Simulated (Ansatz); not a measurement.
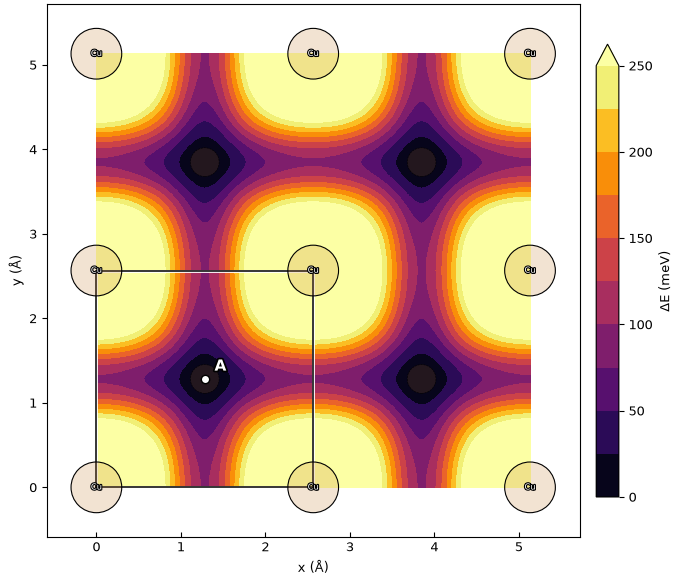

Cl on a Cu(100) slab cut from the Fm-3m phase, its upper half relaxed before the scan (12 atoms of substrate and one adsorbate in a 2 × 2 cell). Cl is moved over the surface cell; relaxed at each place: the height of the adsorbate's atoms; substrate rigid; the origin of the map has the adsorbate above Cu9. Places are given modulo a cell vector. The map is drawn in real space over the plane of the surface. The scan uses a 6 × 6 grid; 10 points were computed and 26 follow by symmetry. Places are given in fractions of the 1 × 1 surface cell. All energies are given in meV relative to the lowest grid point. Computed with DFT PBE, scalar-relativistic, plane waves, PAW in Ansatz 0.2.0. Settings: cutoff 420 eV, k-mesh 5×5×1, gaussian smearing 0.1 eV, no spin polarisation.

In the figure: filled contours, labelled circles for the atoms of the top layer and small ones for the second layer, the outline of one cell of the 2 × 2 shown, one colour for all values above the top of the scale, the point A. Between grid points the surface is interpolated.

Q: What is the easiest way out of the well at A, and how high is the barrier?

A: The easiest path leads from the well at a fourfold hollow over a second-layer Cu atom, (3/6, 3/6) of the cell vectors to its copy one period on. Its highest point lies about 96.7 meV above the bottom of the first well on the interpolated surface, at a bridge site between two Cu atoms, (0/6, 3/6) of the cell vectors. This is the barrier on the constrained surface; relaxing the other coordinates would change it.

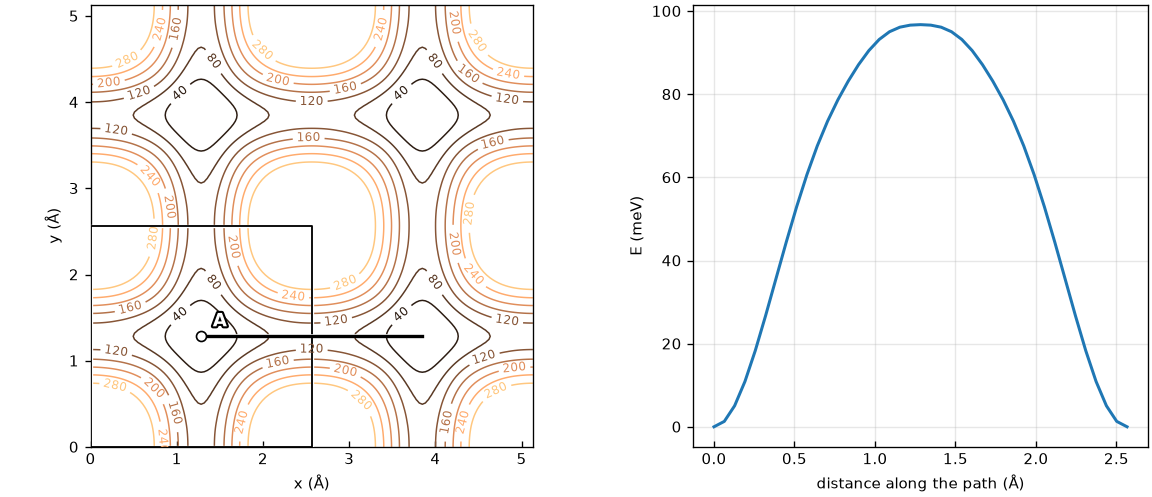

The picture shows contour lines labelled in meV (none above 280), a line along the lowest path, the outline of one cell of the 2 × 2 shown, the energy along the path at the right. Between grid points the surface is interpolated.

PAW datasets: the set soft_1.
